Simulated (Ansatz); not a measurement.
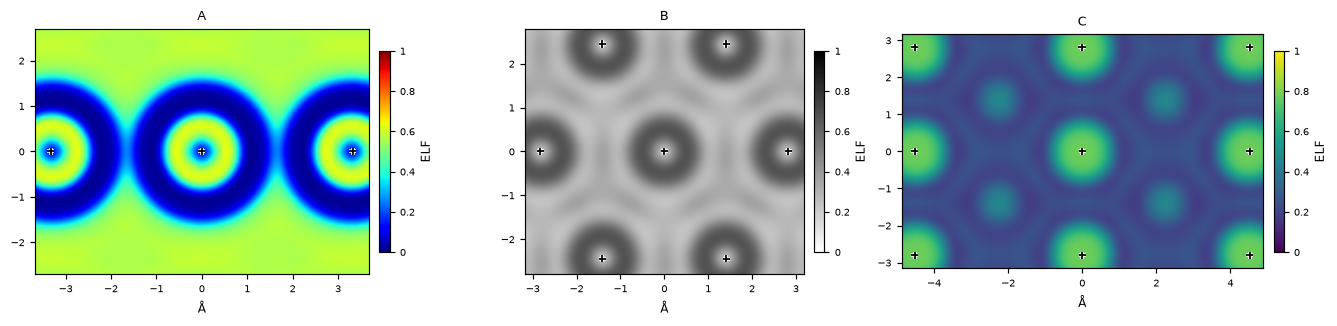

The electron localisation function of 3 systems, each on a plane through atoms (crosses mark nuclei in the plane).

Theory: DFT, r2SCAN, plane waves (500 eV) with PAW, scalar-relativistic in Ansatz.

System 1: Na, the (110) plane of the conventional cell. Space group Pm-3m; set up as Na, simple cubic; a generated structure, not necessarily the stable one; changed on purpose from its base cell (volume × 0.92); computed without spin polarisation.

```cif
data_structure
_symmetry_space_group_name_H-M 'P 1'
_symmetry_Int_Tables_number 1
_cell_length_a 3.3245
_cell_length_b 3.3245
_cell_length_c 3.3245
_cell_angle_alpha 90.000
_cell_angle_beta 90.000
_cell_angle_gamma 90.000
_cell_volume 36.74
loop_
_atom_site_label
_atom_site_type_symbol
_atom_site_fract_x
_atom_site_fract_y
_atom_site_fract_z
_atom_site_occupancy
Na1 Na 0.00000 0.00000 0.00000 1
```

System 2: Ir, the (001) plane of the conventional cell. Space group P6₃/mmc; set up as Ir, dhcp; a generated structure, not necessarily the stable one; changed on purpose from its base cell (volume × 1.12); computed pressure about −32 GPa in this cell; computed without spin polarisation.

```yaml
crystal:
  lattice:
    - [2.82467, 0.00000, 0.00000]
    - [-1.41233, 2.44623, 0.00000]
    - [0.00000, 0.00000, 9.23290]
  atoms:
    - { symbol: Ir, position: [0.00000, 0.00000, 0.00000] }
    - { symbol: Ir, position: [0.00000, 0.00000, 0.50000] }
    - { symbol: Ir, position: [0.33333, 0.66667, 0.25000] }
    - { symbol: Ir, position: [0.66667, 0.33333, 0.75000] }
```

System 3: Rh, the (11̄0) plane of the conventional cell. Space group P6₃/mmc; set up as Rh, beta-Sn type; a generated structure, not necessarily the stable one; changed on purpose from its base cell (volume × 1.12); computed pressure about −23 GPa in this cell; computed without spin polarisation.

```
Rh
1.0
    -1.55121    1.88777    1.38360
     1.88777   -1.55121    1.38360
     3.15186    3.15186   -0.76719
Rh
2
Direct
  0.66666 0.33334 0.75000
  0.33333 0.66667 0.25000
```

> Match each panel to its system.

Panel A is system 1, Na: the plane holds Na. Na–Na (3.32 Å): the ELF is about 0.25 at the midpoint (no localised pair shows between them). Panel B is system 2, Ir: the plane holds Ir. Ir–Ir (2.82 Å): the ELF is about 0.35 at the midpoint (no localised pair shows between them). Panel C is system 3, Rh: the plane holds Rh. Rh–Rh (2.81 Å): the ELF is about 0.25 at the midpoint (no shared electron pair shows on this line).
